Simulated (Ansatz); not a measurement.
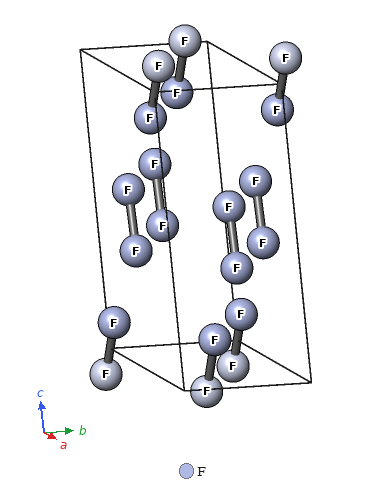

Drawn in the ball-and-stick manner and seen slightly off an axis. The conventional unit cell is outlined; an atom on or near a face, edge or corner is repeated at each equivalent position. Periodic images bonded to atoms of the box are shown as well, in fainter colours.

F, space group C2/m (No. 12), a = 5.202 Å, b = 2.983 Å, c = 6.723 Å, α = 90.00°, β = 108.15°, γ = 90.00°. Starting structure: a structure listed in the Materials Project. The cell was then strained or its atoms displaced on purpose. An electronic-structure calculation with Ansatz was run on it.

This one geometry was computed with Ansatz (DFT, plane waves, PAW) at three levels of theory: r2SCAN, PBE and HSE06.

Which level gives the highest pressure at this volume, and what does that say about its equilibrium volume?

Answer. Highest: PBE (6.2 GPa), which points to the largest equilibrium volume. Lowest, with the smallest volume: HSE06 (1.3 GPa). Levels within 0.5 GPa of each other can't be told apart.

How does the band gap change with the level of theory?

Answer. PBE: a gap of 2.66 eV, indirect; r2SCAN: a gap of 3.51 eV, indirect; HSE06: a gap of 5.85 eV, indirect.

Collect the results in a table.

Answer.
| level | cutoff (eV) | k-mesh of the run's cell | gap (eV) | pressure (GPa) |
| --- | --- | --- | --- | --- |
| r2SCAN | 500 | 10×10×4 | 3.51 | 1.9 |
| PBE | 420 | 10×10×4 | 2.66 | 6.2 |
| HSE06 | 420 | 6×6×4 | 5.85 | 1.3 |

Gaps are taken on the k-mesh or band path of each run.
